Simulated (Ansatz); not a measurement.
MgB2 (space group P6/mmm, No. 191). Coordinates: a calculation's input that goes back to an entry of the Crystallography Open Database (an earlier step may have relaxed or displaced it).

```cif
data_structure
_symmetry_space_group_name_H-M 'P6/mmm'
_symmetry_Int_Tables_number 191
_cell_length_a 3.0850
_cell_length_b 3.0850
_cell_length_c 3.5230
_cell_angle_alpha 90.000
_cell_angle_beta 90.000
_cell_angle_gamma 120.000
_cell_volume 29.04
loop_
_atom_site_label
_atom_site_type_symbol
_atom_site_symmetry_multiplicity
_atom_site_Wyckoff_symbol
_atom_site_fract_x
_atom_site_fract_y
_atom_site_fract_z
_atom_site_occupancy
Mg1 Mg 1 a 0.00000 0.00000 0.00000 1
B1 B 2 d 0.33333 0.66667 0.50000 1
```

Describe the stacking along c, with columns A (0, 0), B (1/3, 2/3), C (2/3, 1/3) of the hexagonal mesh.

Mg(A) – B(B)+B(C) (two layers in 3.52 Å).

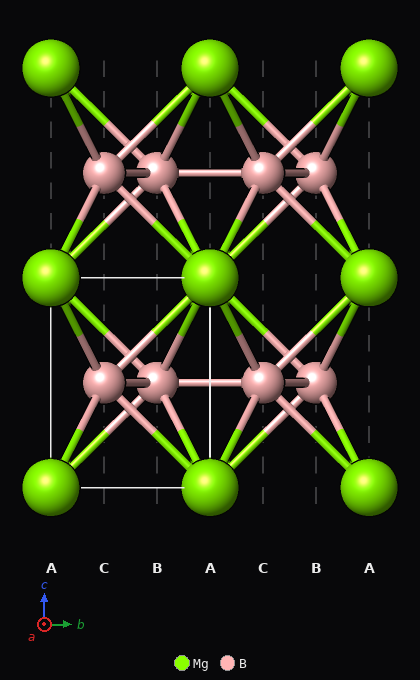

Projection along an edge of the hexagonal mesh, stacking direction c upwards. The dashed lines mark the three columns A (0, 0), B (1/3, 2/3) and C (2/3, 1/3). The sequence starts with the first layer at or above the cell's origin.
